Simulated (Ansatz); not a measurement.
## Geometry relaxation, with input and output: Cd$_{15}$Te$_{16}$ (charge −1) (part 2 of 3)

The same run, continued: Cd$_{15}$Te$_{16}$ (defect cell, 31 atoms in the cell, total charge −1); DFT PBE, scalar-relativistic, plane waves, PAW, spin-polarised (Ansatz 0.2.0); cutoff 420 eV, 2×2×2 k-mesh, Gaussian smearing of 0.02 eV, collinear spins. The structure derives from a Materials Project entry. It belongs to a series of runs on one base structure; here: V_Cd, charge -1, atoms relaxed at the host's cell.

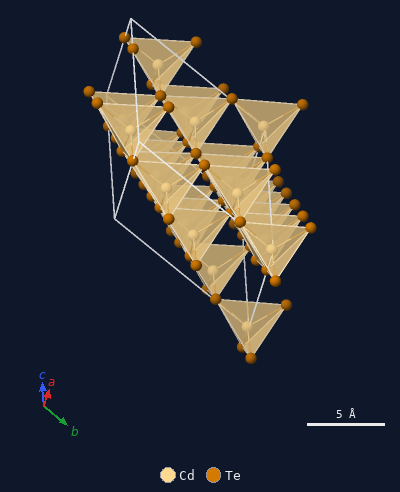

The geometry at step 3 of the log (polyhedral view of the cell of the calculation, seen at an oblique angle; polyhedra are completed across the faces of the cell).

**Output, continued**
```
--- Forces (eV/Å), atoms counted from 1 ---
  atom   1  Cd     0.00036352    -0.00034246     0.00136455
  atom   2  Cd     0.00025587    -0.00025657     0.00008208
  atom   3  Cd     0.00017841    -0.00003043     0.00007462
  atom   4  Cd    -0.00045927    -0.00074536     0.00004764
  atom   5  Cd     0.00111583    -0.00007312    -0.00023310
  atom   6  Cd     0.00022614     0.00222161     0.00106195
  atom   7  Cd    -0.00143093     0.00007140     0.00053083
  atom   8  Cd     0.00017772    -0.00008621     0.00174097
  atom   9  Cd     0.00020852    -0.00083958    -0.00019686
  atom  10  Cd    -0.00053917    -0.00030697     0.00018555
  atom  11  Cd    -0.00078344     0.00056297    -0.00246579
  atom  12  Cd    -0.00006124     0.00001919     0.00038795
  atom  13  Cd     0.00027466    -0.00049092    -0.00191941
  atom  14  Cd     0.00029949     0.00090124    -0.00000504
  atom  15  Cd     0.00023613    -0.00061334    -0.00049145
  atom  16  Te     0.00629296     0.00515361     0.00595014
  atom  17  Te     0.00105308     0.00130936     0.00008026
  atom  18  Te    -0.00128581    -0.00142551    -0.00010228
  atom  19  Te     0.00014831    -0.00071450    -0.00085766
  atom  20  Te     0.00126534    -0.00129693     0.00016221
  atom  21  Te    -0.00103772     0.00001827     0.00063252
  atom  22  Te    -0.00541421     0.00635127    -0.00573380
  atom  23  Te    -0.00002046     0.00046468     0.00111689
  atom  24  Te    -0.00539419    -0.00534255     0.00655385
  atom  25  Te     0.00081430     0.00012408     0.00049279
  atom  26  Te    -0.00059265     0.00107563    -0.00005912
  atom  27  Te     0.00093608    -0.00057094    -0.00053141
  atom  28  Te    -0.00076594     0.00034918    -0.00051105
  atom  29  Te     0.00000355     0.00060744    -0.00087701
  atom  30  Te    -0.00032551    -0.00039817     0.00082092
  atom  31  Te     0.00425870    -0.00569526    -0.00730177
  max |Σ_I F_I| component: 1.94e-6 eV/Å
--- Charged-cell corrections in eV (Makov–Payne, q = -1.000 e, ε = 12.612) ---
  F (periodic)     = -235502.129477  (uncorrected; the corrections below are reported, never added to it)
  E_corr1          = +0.156910  (monopole, q²α_M/2εL)
  F Makov-Payne    = -235501.972567  (F + E_corr1; no measured alignment; for a localised charge, not one spread in a band: unchecked)
  no potential alignment in this run, which stands beside a crystal: run the host's input off ansatz write-host-input, and read the two finished runs by ansatz place-levels (neither reads a slab, a wire or a sheet, whose cell leaves a vacuum)
--- Band table (eV; the first three rows and the last of 8) ---
  k-point 0 ↑: bands = ["-95.8088", "-95.8087", "-95.8085", "-95.7556", "-95.7555", "-95.7554", "-95.7554", "-95.7554", "-95.7554", "-95.7553", ... 125 levels left out ..., "-29.4904", "-29.4811", "-29.4806", "-29.4804", "-29.4803", "-4.3978", "-4.3977", "-4.3975", "-4.3357", "-4.1969", "-4.1967", "-4.1966", "-4.1961", "-4.1960", "-4.1952", "-4.1952", "-4.1952", "-4.0788", "-3.9862", "-3.9861", "-3.9861", "-1.8313", "-1.8312", "-1.8311", "-1.8289", "-1.8288", "-1.8196", "-1.8195", "-1.8194",
      "-1.7979", "-1.7909", "-1.7908", "-1.7907", "-1.7825", "-1.7825", "-1.7825", "-1.7760", "-1.7760", "-1.7670", "-1.7670", "-1.7669", "-1.7658", "-1.7657", "-1.7657", "-1.7537", "-1.7535", "-1.7471", "-1.7470", "-1.7469", "-1.7419", "-1.7025", "-1.7024", "-1.7022", "-1.6974", "-1.6974", "-1.6972", "-1.6892", "-1.6891", "-1.6891", "-1.6705", "-1.6596", "-1.6595", "-1.6595", "-1.6594", "-1.6594", "-1.6541", "-1.6527", "-1.6527", "-1.6526",
      "-1.6497", "-1.6496", "-1.6496", "-1.6318", "-1.6317", "-1.6317", "-1.6279", "-1.6278", "-1.6266", "-1.6265", "-1.6265", "-1.6256", "-1.6237", "-1.6236", "-1.6235", "-1.3558", "-1.3557", "-1.3556", "-1.3254", "-1.3253", "-1.3166", "-1.3166", "-1.3165", "-1.3136", "-1.3136", "-1.3135", "-1.2658", "2.4490", "2.4492", "2.4497", "2.4729", "2.4731", "2.4732", "2.4840", "2.4846", "2.5008", "2.5011", "2.5013", "3.1962", "3.6757",
      "3.6762", "3.6765", "4.1971", "4.3436", "4.3436", "4.3732", "4.3734", "4.3737", "4.4256", "4.4259", "4.4261", "4.5016", "4.5017", "4.5020", "4.8736", "4.9793", "4.9795", "4.9798", "5.0090", "5.0095", "5.0524", "5.0767", "5.0768", "5.0771", "5.2771", "5.2774", "5.2777", "5.8517", "5.8518", "5.8519", "5.8531", "5.8534", "6.0090", "6.0092", "6.0093", "8.1224", "8.1228", "8.1232", "8.3663", "9.0040",
      "9.0042", "9.1091", "9.1093", "9.1095", "9.1804", "9.1806", "9.1808", "9.2316", "9.2321", "9.2323", "10.0116", "10.4941", "10.4947", "10.4952", "10.6457", "10.6467", "10.6474", "10.7008", "10.7018", "10.7750", "10.7753", "10.7756", "11.3342", "11.3342", "11.3914", "11.4067", "11.4069", "11.4072", "11.4095", "11.4099", "11.4103", "11.7498", "11.7502", "11.7504", "12.3226", "12.3229", "12.3234", "12.3308", "12.3312", "12.3320",
      "12.3513", "12.3857", "12.3862", "12.4893", "12.4895", "12.4897", "12.7817", "12.8044", "12.8046", "12.8048", "12.8779"]
  k-point 1 ↑: bands = ["-95.8088", "-95.8087", "-95.8085", "-95.7556", "-95.7555", "-95.7554", "-95.7554", "-95.7554", "-95.7554", "-95.7553", ... 125 levels left out ..., "-29.4904", "-29.4811", "-29.4806", "-29.4804", "-29.4803", "-4.4855", "-4.3240", "-4.3048", "-4.3048", "-4.2867", "-4.2339", "-4.2237", "-4.2236", "-4.2120", "-4.1750", "-4.1604", "-4.1603", "-4.0944", "-3.9847", "-3.9801", "-3.9801", "-1.8373", "-1.8372", "-1.8208", "-1.8181", "-1.8180", "-1.8176", "-1.8149", "-1.8075",
      "-1.8075", "-1.7991", "-1.7970", "-1.7877", "-1.7877", "-1.7874", "-1.7855", "-1.7822", "-1.7816", "-1.7815", "-1.7756", "-1.7693", "-1.7693", "-1.7640", "-1.7634", "-1.7623", "-1.7623", "-1.7547", "-1.7491", "-1.7396", "-1.7286", "-1.7285", "-1.7272", "-1.7037", "-1.7006", "-1.6917", "-1.6898", "-1.6873", "-1.6851", "-1.6747", "-1.6746", "-1.6618", "-1.6588", "-1.6588", "-1.6554", "-1.6524", "-1.6462", "-1.6446", "-1.6407", "-1.6390",
      "-1.6390", "-1.6376", "-1.6372", "-1.6371", "-1.6346", "-1.6345", "-1.6338", "-1.6260", "-1.6259", "-1.6256", "-1.6221", "-1.6188", "-1.5762", "-1.5761", "-1.5606", "-1.5450", "-1.4095", "-1.4094", "-1.4082", "-1.4056", "-1.3439", "-1.2723", "-1.2722", "-1.2611", "-1.2581", "-1.2300", "-1.2299", "2.3255", "2.3290", "2.4375", "2.4485", "2.4486", "2.4551", "2.4608", "2.4870", "2.4871", "2.6176", "2.9673", "3.3278", "3.3322",
      "3.3322", "3.9904", "4.0324", "4.0722", "4.0723", "4.2075", "4.3597", "4.4659", "4.4832", "4.4833", "4.7852", "4.7852", "4.8819", "4.9113", "4.9207", "4.9208", "4.9319", "4.9523", "4.9526", "4.9570", "4.9731", "5.0877", "5.0878", "5.1516", "5.3350", "5.4499", "5.5386", "5.5444", "5.5446", "5.6010", "5.6871", "5.6873", "5.7246", "5.9868", "5.9869", "8.1137", "8.6264", "8.6265", "8.6459", "8.7235",
      "8.9009", "9.0645", "9.1547", "9.1551", "9.2315", "9.3528", "9.3887", "9.5853", "9.6419", "9.6422", "9.6491", "9.7236", "9.7240", "10.2315", "10.3197", "10.3614", "10.3619", "10.3620", "10.9195", "11.0574", "11.1195", "11.1199", "11.2023", "11.2451", "11.2453", "11.2706", "11.4302", "11.4303", "11.5470", "11.6249", "11.6252", "11.6613", "11.6702", "11.7139", "11.7140", "11.7342", "11.7536", "11.7932", "12.1333", "12.1339",
      "12.1472", "12.3996", "12.3996", "12.4012", "12.7273", "12.8963", "12.8964", "13.0775", "13.3904", "13.5653", "13.5704"]
  k-point 2 ↑: bands = ["-95.8088", "-95.8087", "-95.8085", "-95.7556", "-95.7555", "-95.7554", "-95.7554", "-95.7554", "-95.7554", "-95.7553", ... 125 levels left out ..., "-29.4904", "-29.4811", "-29.4806", "-29.4804", "-29.4803", "-4.4855", "-4.3239", "-4.3049", "-4.3048", "-4.2868", "-4.2339", "-4.2237", "-4.2236", "-4.2121", "-4.1749", "-4.1604", "-4.1603", "-4.0944", "-3.9847", "-3.9801", "-3.9801", "-1.8372", "-1.8372", "-1.8208", "-1.8182", "-1.8180", "-1.8175", "-1.8150", "-1.8074",
      "-1.8074", "-1.7991", "-1.7969", "-1.7877", "-1.7877", "-1.7873", "-1.7855", "-1.7823", "-1.7816", "-1.7815", "-1.7755", "-1.7694", "-1.7693", "-1.7641", "-1.7634", "-1.7624", "-1.7623", "-1.7547", "-1.7490", "-1.7397", "-1.7286", "-1.7284", "-1.7272", "-1.7037", "-1.7007", "-1.6917", "-1.6898", "-1.6872", "-1.6851", "-1.6747", "-1.6746", "-1.6618", "-1.6588", "-1.6587", "-1.6554", "-1.6525", "-1.6463", "-1.6447", "-1.6408", "-1.6391",
      "-1.6390", "-1.6376", "-1.6373", "-1.6371", "-1.6346", "-1.6345", "-1.6337", "-1.6260", "-1.6259", "-1.6255", "-1.6221", "-1.6189", "-1.5762", "-1.5761", "-1.5606", "-1.5451", "-1.4095", "-1.4094", "-1.4081", "-1.4056", "-1.3439", "-1.2723", "-1.2722", "-1.2611", "-1.2581", "-1.2300", "-1.2299", "2.3258", "2.3289", "2.4373", "2.4483", "2.4485", "2.4550", "2.4610", "2.4870", "2.4873", "2.6174", "2.9678", "3.3274", "3.3321",
      "3.3323", "3.9902", "4.0326", "4.0721", "4.0725", "4.2075", "4.3598", "4.4659", "4.4829", "4.4831", "4.7851", "4.7853", "4.8815", "4.9118", "4.9206", "4.9207", "4.9316", "4.9521", "4.9529", "4.9571", "4.9733", "5.0877", "5.0881", "5.1518", "5.3349", "5.4498", "5.5385", "5.5443", "5.5446", "5.6009", "5.6870", "5.6877", "5.7246", "5.9867", "5.9869", "8.1136", "8.6263", "8.6266", "8.6459", "8.7233",
      "8.9009", "9.0650", "9.1546", "9.1550", "9.2323", "9.3521", "9.3885", "9.5852", "9.6416", "9.6423", "9.6490", "9.7234", "9.7243", "10.2307", "10.3206", "10.3614", "10.3618", "10.3622", "10.9203", "11.0565", "11.1194", "11.1203", "11.2026", "11.2447", "11.2453", "11.2705", "11.4300", "11.4302", "11.5473", "11.6247", "11.6254", "11.6609", "11.6704", "11.7139", "11.7143", "11.7340", "11.7533", "11.7933", "12.1335", "12.1342",
      "12.1472", "12.3997", "12.3997", "12.4009", "12.7270", "12.8962", "12.8967", "13.0779", "13.3906", "13.5656", "13.5701"]
  k-point 3 ↓: bands = ["-95.8072", "-95.8072", "-95.8069", "-95.7526", "-95.7526", "-95.7525", "-95.7525", "-95.7525", "-95.7525", "-95.7524", ... 125 levels left out ..., "-29.4707", "-29.4578", "-29.4574", "-29.4572", "-29.4571", "-4.4625", "-4.3058", "-4.2854", "-4.2853", "-4.2662", "-4.2154", "-4.2041", "-4.2039", "-4.1922", "-4.1572", "-4.1423", "-4.1422", "-4.0212", "-3.9075", "-3.9045", "-3.9044", "-1.8344", "-1.8344", "-1.8184", "-1.8163", "-1.8162", "-1.8151", "-1.8126", "-1.8048",
      "-1.8048", "-1.7960", "-1.7939", "-1.7843", "-1.7843", "-1.7837", "-1.7827", "-1.7798", "-1.7785", "-1.7785", "-1.7717", "-1.7666", "-1.7665", "-1.7614", "-1.7603", "-1.7592", "-1.7591", "-1.7530", "-1.7456", "-1.7374", "-1.7256", "-1.7254", "-1.7253", "-1.7023", "-1.6990", "-1.6902", "-1.6876", "-1.6862", "-1.6841", "-1.6728", "-1.6727", "-1.6605", "-1.6571", "-1.6570", "-1.6541", "-1.6504", "-1.6453", "-1.6433", "-1.6395", "-1.6377",
      "-1.6376", "-1.6362", "-1.6360", "-1.6359", "-1.6333", "-1.6332", "-1.6323", "-1.6247", "-1.6246", "-1.6243", "-1.6209", "-1.6177", "-1.5722", "-1.5722", "-1.5574", "-1.5393", "-1.4030", "-1.4030", "-1.4017", "-1.4001", "-1.3350", "-1.2645", "-1.2645", "-1.2541", "-1.2500", "-1.2233", "-1.2233", "2.3380", "2.3448", "2.4472", "2.4673", "2.4674", "2.4674", "2.4795", "2.5032", "2.5033", "2.6369", "2.9951", "3.3411", "3.3528",
      "3.3529", "4.0191", "4.0512", "4.0951", "4.0954", "4.2745", "4.3834", "4.4975", "4.5074", "4.5076", "4.8082", "4.8084", "4.9052", "4.9241", "4.9488", "4.9489", "4.9561", "4.9702", "4.9707", "4.9831", "4.9984", "5.1296", "5.1299", "5.2019", "5.4073", "5.4777", "5.5609", "5.5722", "5.5725", "5.6298", "5.7347", "5.7354", "5.8169", "6.0625", "6.0631", "8.1378", "8.6423", "8.6425", "8.6617", "8.7354",
      "8.9139", "9.0781", "9.1784", "9.1788", "9.2427", "9.3692", "9.4055", "9.6050", "9.6544", "9.6548", "9.6620", "9.7381", "9.7387", "10.2379", "10.3313", "10.3738", "10.3753", "10.3755", "10.9418", "11.0691", "11.1352", "11.1358", "11.2182", "11.2557", "11.2561", "11.2819", "11.4408", "11.4410", "11.5575", "11.6364", "11.6369", "11.6770", "11.6890", "11.7255", "11.7258", "11.7445", "11.7680", "11.8019", "12.1589", "12.1594",
      "12.1752", "12.4121", "12.4148", "12.4149", "12.7443", "12.9117", "12.9120", "13.1021", "13.4217", "13.5763", "13.5835"]
--- Relaxed structure (3 steps of the walk, 3 accepted, 0 SCFs on fresh bases) ---
  F+E_penalty+E_count = -235502.12947734 eV   max|allowed force component| = 7.302e-3 eV/Å
  atoms:
    - { symbol: Cd, position: [0.4906021071777687, 0.49861376911363453, 0.00025427005944356467] }
    - { symbol: Cd, position: [0.7503288360628044, 0.250251045015223, 0.00021760386347671745] }
    - { symbol: Cd, position: [0.7503385282470163, 0.7502891940796, 0.5002133893431033] }
    - { symbol: Cd, position: [-0.001476980292127339, 0.7501788839089115, 0.24035414549889483] }
    - { symbol: Cd, position: [0.2502547237111748, 0.49845476803651534, 0.24048202154365997] }
    - { symbol: Cd, position: [0.5020768912553312, 0.24235403952876672, 0.2518258083757134] }
    - { symbol: Cd, position: [0.7423667337674877, 0.0020414852425146846, 0.25191229532328485] }
    - { symbol: Cd, position: [-0.001346375485868274, -0.00945263244366487, 0.00015045210144476722] }
    - { symbol: Cd, position: [0.49055929521381103, 0.7502768798092169, 0.7484585587877128] }
    - { symbol: Cd, position: [0.7583152699530573, 0.5100192918740731, 0.7600362379001061] }
    - { symbol: Cd, position: [0.009844834512000347, 0.5097672977030163, 0.5081286092588071] }
    - { symbol: Cd, position: [0.250367893235344, 0.25025610152807837, 0.5002181349943587] }
    - { symbol: Cd, position: [0.5019791986693865, 0.0019048963580999513, 0.49216389778034725] }
    - { symbol: Cd, position: [0.010068797768341409, 0.25829049463344905, 0.7600579742651159] }
    - { symbol: Cd, position: [0.25033607063619556, -0.009661604345963665, 0.7483785879791834] }
    - { symbol: Te, position: [0.25032686731174364, 0.5179315079764665, 0.000295710437711455] }
    - { symbol: Te, position: [0.49873303239961153, 0.24927727842959582, 8.215651646149846e-5] }
    - { symbol: Te, position: [0.7493930842592282, -0.0012999371956689543, 0.00017111080327059103] }
    - { symbol: Te, position: [0.7512419777892477, 0.499708018606628, 0.5012306863723276] }
    - { symbol: Te, position: [0.001829839058918717, 0.5017814705100372, 0.250816115230459] }
    - { symbol: Te, position: [0.2503405254932166, 0.2492528156512715, 0.24866316189770848] }
    - { symbol: Te, position: [0.48278733444052935, -0.017227212966663852, 0.232625580270573] }
    - { symbol: Te, position: [0.7493661563013643, 0.7503054374628279, 0.2486785730642423] }
    - { symbol: Te, position: [0.017994112025451425, 0.7502741267975652, 0.00017946373514149405] }
    - { symbol: Te, position: [0.5008592311817548, 0.5018245311222012, 0.7517608885895655] }
    - { symbol: Te, position: [0.7512413782424011, 0.25119522321762217, 0.7496101289241359] }
    - { symbol: Te, position: [-0.00019755411091715303, 0.25118944103687035, 0.5012641654735227] }
    - { symbol: Te, position: [0.2502580384000893, -0.001354197601003651, 0.49914046592776956] }
    - { symbol: Te, position: [0.49875655834166177, 0.7502114465793159, 0.4991954719736108] }
    - { symbol: Te, position: [0.001928312282358291, 0.0008112282971932117, 0.7517058384264375] }
    - { symbol: Te, position: [0.25021630195161504, 0.7500674912342693, 0.7677424058824083] }
--- Löwdin populations: 31 sites ---
  site symbol       q [e]    m [muB]
     0     Cd     18.8968    -0.0005
     1     Cd     18.8935    -0.0005
     2     Cd     18.8934    -0.0005
     3     Cd     18.8969    -0.0005
     4     Cd     18.8968    -0.0005
     5     Cd     18.8968    -0.0005
     6     Cd     18.8968    -0.0005
     7     Cd     18.8968    -0.0005
     8     Cd     18.8968    -0.0005
     9     Cd     18.8969    -0.0005
    10     Cd     18.8967    -0.0005
    11     Cd     18.8934    -0.0005
    12     Cd     18.8968    -0.0005
    13     Cd     18.8969    -0.0005
    14     Cd     18.8969    -0.0005
    15     Te     16.7988     0.1545
    16     Te     16.9254     0.0317
    17     Te     16.9254     0.0316
    18     Te     16.9253     0.0319
    19     Te     16.9254     0.0318
    20     Te     16.9254     0.0317
    21     Te     16.7987     0.1556
    22     Te     16.9254     0.0316
    23     Te     16.7988     0.1543
    24     Te     16.9254     0.0316
    25     Te     16.9253     0.0319
    26     Te     16.9253     0.0318
    27     Te     16.9254     0.0316
    28     Te     16.9254     0.0317
    29     Te     16.9254     0.0317
    30     Te     16.7988     0.1546
  spilling = 0.005850 (of n_electrons = 557.000000)
```
